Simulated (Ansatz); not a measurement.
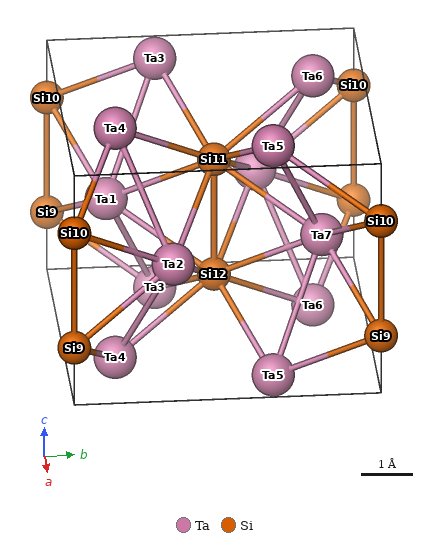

Figure 1. The structure as given in the input (ball-and-stick view of the cell of the calculation, seen at an oblique angle; atoms are numbered from 1 in the order of the input). An atom can appear more than once, as a periodic image. Near neighbours in the periodic cell (some may lie outside the picture): Ta has 4 Si at 2.63 Å and 3 Ta at 2.83 to 2.96 Å; Si has 2 Si at 2.55 Å and 8 Ta at 2.63 Å.

**Run report: Ta₂Si, geometry relaxation (part 1 of 2)**

Ta₂Si (I4/mcm, 12 atoms in the cell), computed with DFT PBEsol, scalar-relativistic, plane waves, PAW, no spin polarisation (Ansatz 0.2.0).

The structure derives from a Materials Project entry. It belongs to a series of runs on one base structure; here: strain along c alone, the other axes held, atoms relaxed: +1.0 %. Figures and captions count atoms from 1; the log counts them from 0 in places.

The program's output
```
Warning: output.stress: scf.convergence.dr2_threshold = 6.4e-8 eV (the default of a walk held to its f_tol) is looser than the 1.2e-9 eV advised for a printed stress (1e-10 eV for each atom of the cell: 12). What an SCF threshold leaves in a stress goes as its square root, and in the free energy as the threshold itself, and one threshold admits the most on a small cell: of the crystals measured, under no hybrid functional and no lock of the moments, on runs that ended without the residual-converged pass, on stresses that held no estimate of that error, the worst erred by over 100 MPa in a component at 1e-7 eV an atom and by under 5 at 1e-10. Every solve of this run answers to scf.convergence.dr2_threshold, and the tensor of one is reported: a single SCF on the reported geometry and on this run's grids (its basis.xc_grid and basis.ecutrho_ratio typed), with scf.convergence.dr2_threshold at 1.2e-9 eV or tighter, prints it and tightens no other solve. Else set scf.convergence.dr2_threshold to 1.2e-9 eV or tighter. The threshold is an SCF's pass mark: one that does not reach it within its budget of iterations ends unconverged, or closes short of it on a stop that the run arms, and scf.convergence.dr2_threshold's page says what that costs each kind of run
Engine: ansatz 0.2.0, aarch64-unknown-linux-gnu
Pseudopotentials: kind: paw
Pseudopotential: Ta, paw, valence charge 13, recommended cutoff 420 eV (normal), Ta.paw.azcp
Pseudopotential: Si, paw, valence charge 4, recommended cutoff 420 eV (normal), Si.paw.azcp
Functional definition: PBEsol
  exchange = pbesol_x
  correlation = pbesol_c
Crystal: 12 atoms, lattice volume = 191.695 Å³
Basis set: ecut = 420 eV, 3741 PW (Γ), exchange–correlation on 90×90×72 points (8 copies of the dense FFT grid, shifted against one another)
Bands: 72, of which v1, the nominal top of the filled ones, is band 60 counted from 1 (59 counted from 0)
Symmetry: 32 space group operations
Space group: I4/mcm (ITA 140), of the structure as read, at distance tolerance 5.8e-5 Å
k-points: 50 of 288
Non-local potential: Ta, projectors of the file, l = 0: 3, l = 1: 2, l = 2: 2, l = 3: 1
Non-local potential: Si, projectors of the file, l = 0: 2, l = 1: 2, l = 2: 2
PAW form: soft (Blöchl's): semilocal exchange-correlation on the pseudo side does not see the compensation charge
PAW frozen core: Ta, regenerated for the run's functional, and the local potential with it (the file was generated under x = pbe(κ = 0.804, μ = 0.2195149727645171), c = pbe(β = 0.06672455060314922))
PAW frozen core: Si, regenerated for the run's functional, and the local potential with it (the file was generated under x = pbe(κ = 0.804, μ = 0.2195149727645171), c = pbe(β = 0.06672455060314922))
PAW one-centre angular grid: Ta, 590 points (default); XC on 64 Gauss nodes
PAW one-centre angular grid: Si, 110 points (default); XC on 64 Gauss nodes
Initial density: superposition of atomic densities (neutral atoms: chi_scale 0, normalization atom), corrected by the library's trained network
Initial wavefunctions: pseudopotential atomic-orbital guess
Functional: x = pbesol(κ = 0.804, μ = 0.12345679012345678), c = pbesol(β = 0.046)
SCF iter   1: F=—  HF=-80945.233978 eV  |F-HF|=—  |Δ(HF+E_count)|=         —  Δρ=3.36e-3  dr2=1.46e-2  ethr=1.77e-3  ⟨swp⟩=6.2  Hψ=14675  notcnv=0
preconditioner: auto → Kerker (q_TF=auto, 2.523 Å⁻¹)  [metal: Δε(μ)=0.009 eV  Ē_g=5.439 eV  σ=0.100 eV  W_gap=0.05  n_scr=48 (ndim 8)  ℏωp=20.1 eV  f_vac=0.000  D(μ)=7.63/eV (n_scr^D=72)]
SCF iter   2: F=—  HF=-80945.231255 eV  |F-HF|=—  |Δ(HF+E_count)|=   2.72e-3  Δρ=2.00e-3  dr2=4.82e-3  ethr=1.22e-5  ⟨swp⟩=2.0  Hψ=6886  notcnv=0
SCF iter   3: F=—  HF=-80945.230773 eV  |F-HF|=—  |Δ(HF+E_count)|=   4.82e-4  Δρ=2.54e-4  dr2=1.72e-4  ethr=4.02e-6  ⟨swp⟩=2.0  Hψ=4748  notcnv=0
SCF iter   4: F=—  HF=-80945.230709 eV  |F-HF|=—  |Δ(HF+E_count)|=   6.45e-5  Δρ=8.83e-5  dr2=1.86e-5  ethr=1.44e-7  ⟨swp⟩=2.0  Hψ=4686  notcnv=0
iter 5 did not close the SCF: its close was put off for the readings that it lacked (scf_convergence_deferred on its scf_iter line)
SCF iter   5: F=-80945.230705 eV  HF=-80945.230705 eV  |F-HF|=1.13e-7  |Δ(HF+E_count)|=   4.10e-6  Δρ=1.01e-5  dr2=2.01e-7  ethr=1.55e-8  ⟨swp⟩=2.0  Hψ=4800  notcnv=0
SCF iter   6: F=-80945.230705 eV  HF=-80945.230705 eV  |F-HF|=1.28e-9  |Δ(HF+E_count)|=   1.89e-8  Δρ=1.64e-6  dr2=3.94e-9  ethr=1.67e-10  ⟨swp⟩=7.8  Hψ=13650  notcnv=0
SCF 1 converged in 6 iterations: F = -80945.230705 eV  dr2 = 3.94e-9
  greatest PAW one-centre occupation: 1.000 electrons in one spin orbital (limit 2), on the Ta atom at site 7 (counted from 0), in its partial waves of l = 0
relax step   1: F+E_penalty+E_count = -80945.23070467 eV  Δ(F+E_penalty+E_count) = +0.000e0 eV  max|allowed force component| = 2.100e-2 eV/Å  Δτ_max = 0.0000 Å  (6 SCF iters, dr2 threshold 1.60e-6 eV, accepted)
Initial density: handed on by an earlier stage of this run
Initial wavefunctions: those handed on with the density
iter 1 solved again at ethr=1.23e-6 eV; its pass at ethr=3.10e-3 eV (dr2=1.48e-3 eV) is discarded
SCF iter   1: F=—  HF=-80945.230165 eV  |F-HF|=—  |Δ(HF+E_count)|=         —  Δρ=6.61e-4  dr2=1.39e-3  ethr=1.23e-6  ⟨swp⟩=2.0  Hψ=9633  notcnv=0  defer=2
preconditioner: auto → Kerker (q_TF=auto, 2.523 Å⁻¹)  [metal: Δε(μ)=0.006 eV  Ē_g=5.444 eV  σ=0.100 eV  W_gap=0.04  n_scr=48 (ndim 8)  ℏωp=20.1 eV  f_vac=0.000  D(μ)=7.47/eV (n_scr^D=64)]
SCF iter   2: F=—  HF=-80945.229921 eV  |F-HF|=—  |Δ(HF+E_count)|=   2.44e-4  Δρ=3.88e-4  dr2=5.12e-4  ethr=1.16e-6  ⟨swp⟩=1.0  Hψ=3390  notcnv=0  defer=2
SCF iter   3: F=—  HF=-80945.229776 eV  |F-HF|=—  |Δ(HF+E_count)|=   1.46e-4  Δρ=4.64e-5  dr2=3.81e-6  ethr=4.27e-7  ⟨swp⟩=2.0  Hψ=4582  notcnv=0  defer=2
SCF iter   4: F=—  HF=-80945.229768 eV  |F-HF|=—  |Δ(HF+E_count)|=   8.18e-6  Δρ=5.51e-6  dr2=5.75e-8  ethr=5.33e-11  ⟨swp⟩=9.4  Hψ=19321  notcnv=0
SCF iter   5: F=-80945.229768 eV  HF=-80945.229768 eV  |F-HF|=1.09e-9  |Δ(HF+E_count)|=   1.41e-8  Δρ=1.40e-6  dr2=3.14e-9  ethr=4.79e-11  ⟨swp⟩=2.6  Hψ=11685  notcnv=0
SCF 2 converged in 5 iterations: F = -80945.229768 eV  dr2 = 3.14e-9
relax step   2: F+E_penalty+E_count = -80945.22976759 eV  Δ(F+E_penalty+E_count) = +9.371e-4 eV  max|allowed force component| = 5.052e-2 eV/Å  Δτ_max = 0.0056 Å  (5 SCF iters, rejected (line search))
SCF iter   1: F=—  HF=-80945.231107 eV  |F-HF|=—  |Δ(HF+E_count)|=         —  Δρ=4.70e-4  dr2=7.03e-4  ethr=5.85e-6  ⟨swp⟩=2.0  Hψ=5806  notcnv=0
preconditioner: auto → Kerker (q_TF=auto, 2.523 Å⁻¹)  [metal: Δε(μ)=0.011 eV  Ē_g=5.440 eV  σ=0.100 eV  W_gap=0.06  n_scr=48 (ndim 8)  ℏωp=20.1 eV  f_vac=0.000  D(μ)=7.64/eV (n_scr^D=72)]
SCF iter   2: F=—  HF=-80945.231001 eV  |F-HF|=—  |Δ(HF+E_count)|=   1.06e-4  Δρ=2.75e-4  dr2=2.56e-4  ethr=5.86e-7  ⟨swp⟩=1.1  Hψ=4154  notcnv=0
SCF iter   3: F=—  HF=-80945.230923 eV  |F-HF|=—  |Δ(HF+E_count)|=   7.73e-5  Δρ=3.30e-5  dr2=2.01e-6  ethr=2.14e-7  ⟨swp⟩=2.0  Hψ=4570  notcnv=0
SCF iter   4: F=—  HF=-80945.230901 eV  |F-HF|=—  |Δ(HF+E_count)|=   2.21e-5  Δρ=4.17e-6  dr2=2.67e-8  ethr=5.33e-11  ⟨swp⟩=8.7  Hψ=18478  notcnv=0
SCF iter   5: F=-80945.230901 eV  HF=-80945.230901 eV  |F-HF|=4.95e-10  |Δ(HF+E_count)|=   5.36e-9  Δρ=1.03e-6  dr2=1.66e-9  ethr=2.22e-11  ⟨swp⟩=2.0  Hψ=11842  notcnv=0
SCF 3 converged in 5 iterations: F = -80945.230901 eV  dr2 = 1.66e-9
relax step   3: F+E_penalty+E_count = -80945.23090113 eV  Δ(F+E_penalty+E_count) = -1.965e-4 eV  max|allowed force component| = 3.163e-4 eV/Å  Δτ_max = 0.0016 Å  (5 SCF iters, accepted)
```

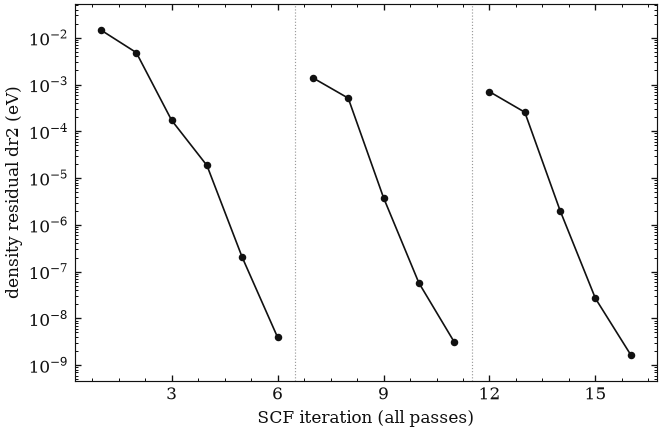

Figure 2. Convergence of the self-consistent field: density residual dr2 against the SCF iteration. The dotted lines part the SCF passes of the relaxation: geometry steps, rejected trials and re-solves on a re-selected basis. The passes take 6, 5 and 5 iterations.

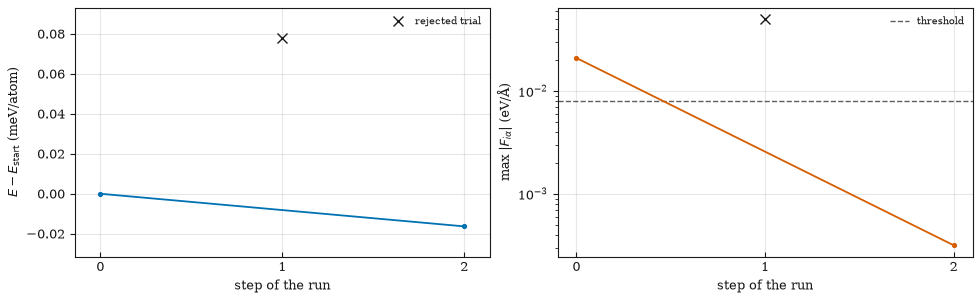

Figure 3. Progress of the relaxation, step by step (the first geometry is step 0 here and step 1 in the log). The atoms keep their places (all moves are under 0.005 Å). The cell doesn't change. The space group stays I4/mcm (No. 140). The energy falls by next to nothing (0.0 meV per atom) in 2 geometry steps. Largest force component: 0.021 eV/Å at the start, 0.00032 eV/Å at the end. The line search rejected the trial step at point 1 (counted from 0) and went back. (Atoms are counted from 1 in the order of the input.)

```
SCF converged after 5 iterations
Free energy (F): -80945.230901 eV
Harris-Foulkes:  -80945.230901 eV  (|F-HF|=4.95e-10)
Internal energy: -80945.192782 eV  (E = F + TS)
E sigma→0 (E₀):  -80945.211841 eV
Entropy (-TS):   -0.038119 eV (-3.177 meV/atom)
Fermi energy:    17.483875 eV
--- Per-component energies (eV) ---
  E_band       = -840.470647
  E_kinetic    = 3107.615411
  E_local      = -4976.659305  (includes V_loc(G=0)·N_el)
  E_nonlocal   = 238.914444
  E_hartree    = 1777.486309
  E_xc         = -1965.793674
  E_vxc        = -1832.246988  (∫ρ·V_xc dr)
  E_paw        = -68176.885384  (= ΣΔE_a)
  E_vpaw       = -933.068526  (= ΣTr[D̂ρ^β])
  E_aug_tail   = 0.001128  (compensation charges beyond the density's cutoff)
  E_ewald      = -10951.707126
  E_core_change = 1.835414  (= ΣΔE_core)
  E_smearing   = -0.038119  (= −TS)
  E_closure    = -0.000000  (closes the sum)
  Σ components = -80945.230901   (vs F -80945.230901, Δ=0.00e0)
--- Forces (eV/Å), atoms counted from 1 ---
  atom   1  Ta    -0.00031634     0.00031634    -0.00000000
  atom   2  Ta    -0.00031634    -0.00031634    -0.00000000
  atom   3  Ta     0.00031634    -0.00031634     0.00000000
  atom   4  Ta     0.00031634     0.00031634     0.00000000
  atom   5  Ta    -0.00031634     0.00031634    -0.00000000
  atom   6  Ta    -0.00031634    -0.00031634    -0.00000000
  atom   7  Ta     0.00031634    -0.00031634     0.00000000
  atom   8  Ta     0.00031634     0.00031634     0.00000000
  atom   9  Si     0.00000000     0.00000000     0.00000000
  atom  10  Si    -0.00000000     0.00000000    -0.00000000
  atom  11  Si     0.00000000     0.00000000     0.00000000
  atom  12  Si    -0.00000000     0.00000000    -0.00000000
  max |Σ_I F_I| component: 2.52e-17 eV/Å
--- Stress (GPa, compression-positive) ---
       -1.723211      -0.000000       0.000000
       -0.000000      -1.723211      -0.000000
        0.000000      -0.000000      -3.116973
  P = ⅓ Tr σ = -2.1878 GPa (-21.878 kbar)
--- Band table (eV; the first three rows and the last of 50) ---
```
